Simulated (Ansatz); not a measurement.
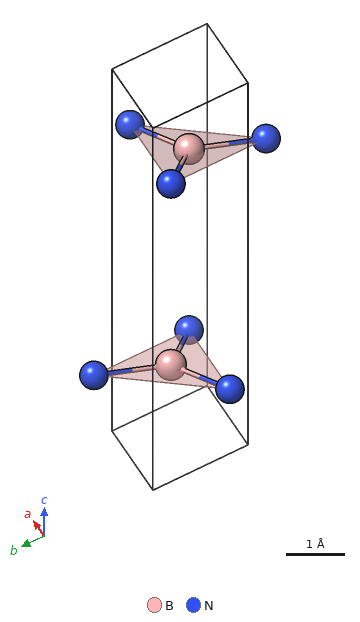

Fig. 1: The input geometry (polyhedral view of the cell of the calculation, seen at an oblique angle; polyhedra are completed across the faces of the cell). An atom can appear more than once, as a periodic image.

## BN: geometry relaxation (part 1 of 2)

System: BN (P6₃/mmc, 4 atoms in the cell).
Method: DFT PBE, scalar-relativistic, plane waves, PAW, no spin polarisation (Ansatz 0.2.0).

The structure derives from a Materials Project entry. It belongs to a series of runs on one base structure; here: relaxed at 4 GPa.

The input
```yaml
crystal:
  lattice:
    - [2.4436157006, 0.0, 0.0]
    - [-1.2218078503, 2.1162332738, 0.0]
    - [0.0, 0.0, 7.0725779491]
  atoms:
    - { symbol: B, position: [0.3333333333, 0.6666666667, 0.25] }
    - { symbol: B, position: [0.6666666667, 0.3333333333, 0.75] }
    - { symbol: "N", position: [0.3333333333, 0.6666666667, 0.75] }
    - { symbol: "N", position: [0.6666666667, 0.3333333333, 0.25] }
basis:
  ecutwfc: 420
kpoints:
  mp_grid: { grid: [12, 12, 4] }
hamiltonian:
  xc: pbe
scf:
  occupations: { method: gaussian, width: 0.02 }
output:
  forces: true
  stress: true
  eigenvalues: true
  write_density: true
  write_potential: true
  elf: true
  volumetric_format: npy
relax:
  adjacent_minimum: "off"
  f_tol: 0.008
  max_steps: 50
  cell: { stress_tol: 0.08, p_target: 4.0 }
```

Hardware: 1 thread of AMD EPYC (Zen 5), 32 GiB of memory available, shared host.

Launch command:
```bash
ansatz run input.yaml --threads 1 --pin off --max-ram 2560MiB --backend cpu --events-out ev --progress --plain --runs-dir out
```

Output
```
Engine: ansatz 0.2.0, x86_64-unknown-linux-gnu
Pseudopotentials: kind: paw
Pseudopotential: B, paw, valence charge 3, recommended cutoff 420 eV (normal), B.paw.azcp
Pseudopotential: N, paw, valence charge 5, recommended cutoff 420 eV (normal), N.paw.azcp
Functional definition: PBE
  parameter kappa = 0.804
  parameter beta = 0.06672455060314922
  exchange = pbe_x(kappa = kappa, mu = beta*pi^2/3)
  correlation = pbe_c(beta = beta)
Crystal: 4 atoms, lattice volume = 36.574 Å³
Basis set: ecut = 420 eV, 689 PW (Γ), exchange–correlation on 36×36×96 points (8 copies of the dense FFT grid, shifted against one another)
Bands: 12, of which v1, the nominal top of the filled ones, is band 8 counted from 1 (7 counted from 0)
Symmetry: 24 space group operations
Space group: P63/mmc (ITA 194), of the structure as read, at distance tolerance 3.3e-5 Å
k-points: 57 of 576
Non-local potential: B, projectors of the file, l = 0: 2, l = 1: 2, l = 2: 1
Non-local potential: N, projectors of the file, l = 0: 2, l = 1: 2, l = 2: 1
PAW form: soft (Blöchl's): semilocal exchange-correlation on the pseudo side does not see the compensation charge
PAW one-centre angular grid: B, 110 points (default); XC on 64 Gauss nodes
PAW one-centre angular grid: N, 110 points (default); XC on 64 Gauss nodes
Initial density: superposition of atomic densities (neutral atoms: chi_scale 0, normalization atom), corrected by the library's trained network
Initial wavefunctions: pseudopotential atomic-orbital guess
Functional: x = pbe(κ = 0.804, μ = 0.2195149727645171), c = pbe(β = 0.06672455060314922)
SCF iter   1: F=—  HF=-1084.645525 eV  |F-HF|=—  |Δ(HF+E_count)|=         —  Δρ=1.85e-3  dr2=7.20e-4  ethr=1.77e-3  ⟨swp⟩=6.3  Hψ=4272  notcnv=0
preconditioner: auto → none  [insulator: Δε(μ)=4.499 eV  Ē_g=16.263 eV  σ=0.020 eV  W_gap=1.00  n_scr=4 (ndim 8)  ℏωp=24.6 eV  f_vac=0.059  D(μ)=0.00/eV (n_scr^D=0)  ε∞_Penn≈3.3]
SCF iter   2: F=—  HF=-1084.646699 eV  |F-HF|=—  |Δ(HF+E_count)|=   1.17e-3  Δρ=8.92e-4  dr2=1.14e-4  ethr=4.50e-6  ⟨swp⟩=2.6  Hψ=1797  notcnv=0
SCF iter   3: F=—  HF=-1084.647152 eV  |F-HF|=—  |Δ(HF+E_count)|=   4.52e-4  Δρ=3.63e-4  dr2=2.83e-5  ethr=7.10e-7  ⟨swp⟩=2.0  Hψ=1311  notcnv=0
SCF iter   4: F=—  HF=-1084.647133 eV  |F-HF|=—  |Δ(HF+E_count)|=   1.91e-5  Δρ=7.67e-5  dr2=7.70e-7  ethr=1.77e-7  ⟨swp⟩=2.0  Hψ=1061  notcnv=0
iter 5 did not close the SCF: its close was put off for the readings that it lacked (scf_convergence_deferred on its scf_iter line)
SCF iter   5: F=-1084.647137 eV  HF=-1084.647137 eV  |F-HF|=2.01e-9  |Δ(HF+E_count)|=   4.35e-6  Δρ=8.28e-6  dr2=2.05e-8  ethr=4.81e-9  ⟨swp⟩=2.0  Hψ=1140  notcnv=0
SCF iter   6: F=-1084.647137 eV  HF=-1084.647137 eV  |F-HF|=3.86e-10  |Δ(HF+E_count)|=   9.79e-9  Δρ=1.39e-6  dr2=6.14e-10  ethr=1.28e-10  ⟨swp⟩=5.2  Hψ=3834  notcnv=0
SCF 1 converged in 6 iterations: F = -1084.647137 eV  dr2 = 6.14e-10
  greatest PAW one-centre occupation: 0.806 electrons in one spin orbital (limit 2), on the N atom at site 3 (counted from 0), in its partial waves of l = 0
relax step   1: F+E_penalty+E_count = -1084.64713694 eV  Δ(F+E_penalty+E_count) = +0.000e0 eV  max|allowed force component| = 7.193e-16 eV/Å  Δτ_max = 0.0000 Å  P = +21.282 GPa  Ω = 36.574 Å³  (6 SCF iters, dr2 threshold 1.00e-7 eV, accepted)
Crystal: 4 atoms, lattice volume = 35.844 Å³
Basis set: ecut = 420 eV, 665 PW (Γ), exchange–correlation on 36×36×96 points (8 copies of the dense FFT grid, shifted against one another)
Initial density: handed on by an earlier stage of this run
Initial wavefunctions: those handed on with the density
iter 1 solved again at ethr=6.35e-5 eV; its pass at ethr=3.10e-3 eV (dr2=1.02e-2 eV) is discarded
SCF iter   1: F=—  HF=-1084.777909 eV  |F-HF|=—  |Δ(HF+E_count)|=         —  Δρ=7.39e-3  dr2=8.38e-3  ethr=6.35e-5  ⟨swp⟩=1.6  Hψ=5683  notcnv=0
preconditioner: auto → none  [insulator: Δε(μ)=4.310 eV  Ē_g=15.995 eV  σ=0.020 eV  W_gap=1.00  n_scr=4 (ndim 8)  ℏωp=24.8 eV  f_vac=0.015  D(μ)=0.00/eV (n_scr^D=0)  ε∞_Penn≈3.4]
SCF iter   2: F=—  HF=-1084.778491 eV  |F-HF|=—  |Δ(HF+E_count)|=   5.82e-4  Δρ=3.21e-3  dr2=1.59e-3  ethr=5.24e-5  ⟨swp⟩=2.7  Hψ=1309  notcnv=0
SCF iter   3: F=—  HF=-1084.779262 eV  |F-HF|=—  |Δ(HF+E_count)|=   7.71e-4  Δρ=1.34e-3  dr2=3.64e-4  ethr=9.95e-6  ⟨swp⟩=2.2  Hψ=1299  notcnv=0
SCF iter   4: F=—  HF=-1084.779310 eV  |F-HF|=—  |Δ(HF+E_count)|=   4.76e-5  Δρ=1.42e-4  dr2=4.65e-6  ethr=2.28e-6  ⟨swp⟩=2.1  Hψ=1162  notcnv=0
SCF iter   5: F=-1084.779314 eV  HF=-1084.779314 eV  |F-HF|=1.28e-7  |Δ(HF+E_count)|=   4.74e-6  Δρ=2.57e-5  dr2=6.75e-8  ethr=2.50e-9  ⟨swp⟩=10.9  Hψ=5609  notcnv=0
SCF 2 converged in 5 iterations: F = -1084.779314 eV  dr2 = 6.75e-8
  greatest PAW one-centre occupation: 0.801 electrons in one spin orbital (limit 2), on the N atom at site 3 (counted from 0), in its partial waves of l = 0
relax step   2: F+E_penalty+E_count = -1084.77931444 eV  Δ(F+E_penalty+E_count) = -1.322e-1 eV  max|allowed force component| = 1.498e-16 eV/Å  Δτ_max = 0.0000 Å  P = +10.406 GPa  Ω = 35.844 Å³  energy of the carried Pulay correction = +3.979e-3 eV  (5 SCF iters, dr2 threshold 4.00e-7 eV, accepted)
Crystal: 4 atoms, lattice volume = 35.153 Å³
Basis set: ecut = 420 eV, 687 PW (Γ), exchange–correlation on 36×36×96 points (8 copies of the dense FFT grid, shifted against one another)
iter 1 solved again at ethr=1.78e-5 eV; its pass at ethr=3.10e-3 eV (dr2=2.85e-3 eV) is discarded
SCF iter   1: F=—  HF=-1084.787593 eV  |F-HF|=—  |Δ(HF+E_count)|=         —  Δρ=4.23e-3  dr2=2.43e-3  ethr=1.78e-5  ⟨swp⟩=1.8  Hψ=5719  notcnv=0
preconditioner: auto → none  [insulator: Δε(μ)=4.222 eV  Ē_g=15.894 eV  σ=0.020 eV  W_gap=1.00  n_scr=4 (ndim 8)  ℏωp=25.1 eV  f_vac=0.006  D(μ)=0.00/eV (n_scr^D=0)  ε∞_Penn≈3.5]
SCF iter   2: F=—  HF=-1084.788541 eV  |F-HF|=—  |Δ(HF+E_count)|=   9.49e-4  Δρ=2.01e-3  dr2=5.75e-4  ethr=1.52e-5  ⟨swp⟩=2.4  Hψ=1012  notcnv=0
SCF iter   3: F=—  HF=-1084.789013 eV  |F-HF|=—  |Δ(HF+E_count)|=   4.72e-4  Δρ=2.80e-4  dr2=1.74e-5  ethr=3.60e-6  ⟨swp⟩=2.6  Hψ=1269  notcnv=0
SCF iter   4: F=—  HF=-1084.789037 eV  |F-HF|=—  |Δ(HF+E_count)|=   2.39e-5  Δρ=3.72e-5  dr2=2.22e-7  ethr=1.09e-7  ⟨swp⟩=2.2  Hψ=1114  notcnv=0
iter 5 did not close the SCF: its close was put off for the readings that it lacked (scf_convergence_deferred on its scf_iter line)
SCF iter   5: F=-1084.789038 eV  HF=-1084.789037 eV  |F-HF|=6.79e-9  |Δ(HF+E_count)|=   3.98e-7  Δρ=4.75e-6  dr2=3.30e-9  ethr=1.39e-9  ⟨swp⟩=2.2  Hψ=1131  notcnv=0
SCF iter   6: F=-1084.789038 eV  HF=-1084.789038 eV  |F-HF|=3.41e-12  |Δ(HF+E_count)|=   8.36e-9  Δρ=4.40e-7  dr2=4.01e-11  ethr=2.06e-11  ⟨swp⟩=5.1  Hψ=3780  notcnv=0
SCF 3 converged in 6 iterations: F = -1084.789038 eV  dr2 = 4.01e-11
  greatest PAW one-centre occupation: 0.798 electrons in one spin orbital (limit 2), on the N atom at site 3 (counted from 0), in its partial waves of l = 0
relax step   3: F+E_penalty+E_count = -1084.78903751 eV  Δ(F+E_penalty+E_count) = -9.723e-3 eV  max|allowed force component| = 1.092e-15 eV/Å  Δτ_max = 0.0000 Å  P = +4.658 GPa  Ω = 35.153 Å³  energy of the carried Pulay correction = +7.399e-3 eV  (6 SCF iters, dr2 threshold 4.00e-7 eV, accepted)
Crystal: 4 atoms, lattice volume = 35.472 Å³
Basis set: ecut = 420 eV, 711 PW (Γ), exchange–correlation on 36×36×96 points (8 copies of the dense FFT grid, shifted against one another)
iter 1 solved again at ethr=6.56e-6 eV; its pass at ethr=3.10e-3 eV (dr2=1.05e-3 eV) is discarded
SCF iter   1: F=—  HF=-1084.796203 eV  |F-HF|=—  |Δ(HF+E_count)|=         —  Δρ=1.30e-3  dr2=8.37e-4  ethr=6.56e-6  ⟨swp⟩=2.1  Hψ=5191  notcnv=0
preconditioner: auto → none  [insulator: Δε(μ)=4.244 eV  Ē_g=15.873 eV  σ=0.020 eV  W_gap=1.00  n_scr=4 (ndim 8)  ℏωp=24.9 eV  f_vac=0.019  D(μ)=0.00/eV (n_scr^D=0)  ε∞_Penn≈3.5]
SCF iter   2: F=—  HF=-1084.796016 eV  |F-HF|=—  |Δ(HF+E_count)|=   1.87e-4  Δρ=6.30e-4  dr2=9.92e-5  ethr=5.23e-6  ⟨swp⟩=2.0  Hψ=1124  notcnv=0
SCF iter   3: F=—  HF=-1084.796032 eV  |F-HF|=—  |Δ(HF+E_count)|=   1.58e-5  Δρ=2.00e-4  dr2=1.51e-5  ethr=6.20e-7  ⟨swp⟩=2.4  Hψ=1134  notcnv=0
SCF iter   4: F=—  HF=-1084.796036 eV  |F-HF|=—  |Δ(HF+E_count)|=   4.14e-6  Δρ=5.48e-5  dr2=4.95e-7  ethr=9.41e-8  ⟨swp⟩=2.9  Hψ=1167  notcnv=0
SCF iter   5: F=-1084.796037 eV  HF=-1084.796037 eV  |F-HF|=2.53e-9  |Δ(HF+E_count)|=   6.22e-7  Δρ=4.48e-6  dr2=5.49e-9  ethr=2.50e-9  ⟨swp⟩=9.5  Hψ=5113  notcnv=0
SCF 4 converged in 5 iterations: F = -1084.796037 eV  dr2 = 5.49e-9
  greatest PAW one-centre occupation: 0.797 electrons in one spin orbital (limit 2), on the N atom at site 3 (counted from 0), in its partial waves of l = 0
relax step   4: F+E_penalty+E_count = -1084.79603664 eV  Δ(F+E_penalty+E_count) = -6.999e-3 eV  max|allowed force component| = 7.517e-17 eV/Å  Δτ_max = 0.0000 Å  P = +4.000 GPa  Ω = 35.472 Å³  energy of the carried Pulay correction = +6.083e-3 eV  (5 SCF iters, dr2 threshold 4.00e-7 eV, accepted)
Basis set: ecut = 420 eV, 711 PW (Γ), exchange–correlation on 36×36×90 points (8 copies of the dense FFT grid, shifted against one another)
Initial wavefunctions: pseudopotential atomic-orbital guess (no wavefunctions were taken with the density)
iter 1 solved again at ethr=1.88e-7 eV; its pass at ethr=3.10e-3 eV (dr2=3.01e-5 eV) is discarded
SCF iter   1: F=—  HF=-1084.795465 eV  |F-HF|=—  |Δ(HF+E_count)|=         —  Δρ=3.69e-4  dr2=4.87e-6  ethr=1.88e-7  ⟨swp⟩=3.1  Hψ=5971  notcnv=0
preconditioner: auto → none  [insulator: Δε(μ)=4.253 eV  Ē_g=15.881 eV  σ=0.020 eV  W_gap=1.00  n_scr=4 (ndim 8)  ℏωp=24.9 eV  f_vac=0.015  D(μ)=0.00/eV (n_scr^D=0)  ε∞_Penn≈3.5]
SCF iter   2: F=—  HF=-1084.795495 eV  |F-HF|=—  |Δ(HF+E_count)|=   2.97e-5  Δρ=1.86e-4  dr2=1.17e-6  ethr=3.05e-8  ⟨swp⟩=2.8  Hψ=1126  notcnv=0
SCF iter   3: F=—  HF=-1084.795510 eV  |F-HF|=—  |Δ(HF+E_count)|=   1.54e-5  Δρ=6.30e-6  dr2=3.24e-9  ethr=7.30e-9  ⟨swp⟩=2.0  Hψ=1139  notcnv=0
SCF iter   4: F=—  HF=-1084.795510 eV  |F-HF|=—  |Δ(HF+E_count)|=   1.56e-8  Δρ=2.02e-6  dr2=1.02e-9  ethr=1.00e-12  ⟨swp⟩=6.9  Hψ=3433  notcnv=0
SCF iter   5: F=—  HF=-1084.795510 eV  |F-HF|=—  |Δ(HF+E_count)|=  2.11e-10  Δρ=6.67e-7  dr2=1.28e-10  ethr=6.40e-12  ⟨swp⟩=2.0  Hψ=1140  notcnv=0
SCF iter   6: F=-1084.795510 eV  HF=-1084.795510 eV  |F-HF|=5.00e-12  |Δ(HF+E_count)|=  2.73e-12  Δρ=1.83e-7  dr2=9.83e-12  ethr=1.00e-12  ⟨swp⟩=5.2  Hψ=2737  notcnv=0
SCF 5 converged in 6 iterations: F = -1084.795510 eV  dr2 = 9.83e-12
relax step   5: F+E_penalty+E_count = -1084.79551004 eV  Δ(F+E_penalty+E_count) = +5.266e-4 eV  max|allowed force component| = 3.701e-17 eV/Å  Δτ_max = 0.0000 Å  P = +3.951 GPa  Ω = 35.472 Å³  stress off target by 4.94e-1 GPa  SCF on the basis re-selected at this cell (its energy is not comparable with the rows above)  (6 SCF iters)
basis re-selected at this cell: Δ(F+E_penalty+E_count) = +5.266e-4 eV, ΔP = -0.049 GPa vs the last step (what re-selecting the basis moved, of the pressure what is left beyond the Pulay correction that the steps carried, after the strain that the cell walked since its last selection, with what the two solves' SCF thresholds leave and, on support functions, any second-order correction that the steps lacked; it is no measure of the basis error at this ecutwfc). The dense FFT grid was sized anew with the basis: this SCF ran on 18×18×45 points, the steps before it on 18×18×48, so part of this shift can come from that change (see relax.cell in the input reference). This SCF's stress stands 4.94e-1 GPa from its target on what of the cell is left free (relax.cell.stress_tol is 8.00e-2 GPa) and its largest allowed force component is 3.70e-17 eV/Å (relax.f_tol is 8.00e-3 eV/Å): not within both, so this SCF does not close the relaxation
Crystal: 4 atoms, lattice volume = 35.093 Å³
iter 1 solved again at ethr=4.23e-6 eV; its pass at ethr=3.10e-3 eV (dr2=6.77e-4 eV) is discarded
SCF iter   1: F=—  HF=-1084.788196 eV  |F-HF|=—  |Δ(HF+E_count)|=         —  Δρ=1.31e-3  dr2=7.85e-4  ethr=4.23e-6  ⟨swp⟩=2.0  Hψ=5406  notcnv=0
preconditioner: auto → none  [insulator: Δε(μ)=4.231 eV  Ē_g=15.905 eV  σ=0.020 eV  W_gap=1.00  n_scr=4 (ndim 8)  ℏωp=25.1 eV  f_vac=0.010  D(μ)=0.00/eV (n_scr^D=0)  ε∞_Penn≈3.5]
SCF iter   2: F=—  HF=-1084.788114 eV  |F-HF|=—  |Δ(HF+E_count)|=   8.18e-5  Δρ=5.54e-4  dr2=1.07e-4  ethr=4.23e-6  ⟨swp⟩=2.6  Hψ=1092  notcnv=0
SCF iter   3: F=—  HF=-1084.788135 eV  |F-HF|=—  |Δ(HF+E_count)|=   2.12e-5  Δρ=1.32e-4  dr2=4.66e-6  ethr=6.68e-7  ⟨swp⟩=2.9  Hψ=1196  notcnv=0
iter 4 did not close the SCF: its close was put off for the readings that it lacked (scf_convergence_deferred on its scf_iter line)
SCF iter   4: F=-1084.788139 eV  HF=-1084.788139 eV  |F-HF|=1.49e-7  |Δ(HF+E_count)|=   3.46e-6  Δρ=2.40e-5  dr2=9.30e-8  ethr=2.91e-8  ⟨swp⟩=2.9  Hψ=1156  notcnv=0
iter 5 did not close the SCF: its close was put off for the readings that it lacked (scf_convergence_deferred on its scf_iter line)
SCF iter   5: F=-1084.788139 eV  HF=-1084.788139 eV  |F-HF|=7.34e-10  |Δ(HF+E_count)|=   1.70e-7  Δρ=2.08e-6  dr2=9.32e-10  ethr=5.81e-10  ⟨swp⟩=2.0  Hψ=1048  notcnv=0
SCF iter   6: F=-1084.788139 eV  HF=-1084.788139 eV  |F-HF|=7.05e-12  |Δ(HF+E_count)|=   1.32e-9  Δρ=2.92e-7  dr2=1.90e-11  ethr=5.82e-12  ⟨swp⟩=4.5  Hψ=3456  notcnv=0
SCF 6 converged in 6 iterations: F = -1084.788139 eV  dr2 = 1.90e-11
relax step   6: F+E_penalty+E_count = -1084.78813873 eV  Δ(F+E_penalty+E_count) = +7.371e-3 eV  max|allowed force component| = 1.040e-15 eV/Å  Δτ_max = 0.0000 Å  P = +4.028 GPa  Ω = 35.093 Å³  energy of the carried Pulay correction = +1.550e-3 eV  (6 SCF iters, dr2 threshold 4.00e-7 eV, accepted)
Crystal: 4 atoms, lattice volume = 35.126 Å³
iter 1 solved again at ethr=4.84e-8 eV; its pass at ethr=3.10e-3 eV (dr2=7.74e-6 eV) is discarded
```
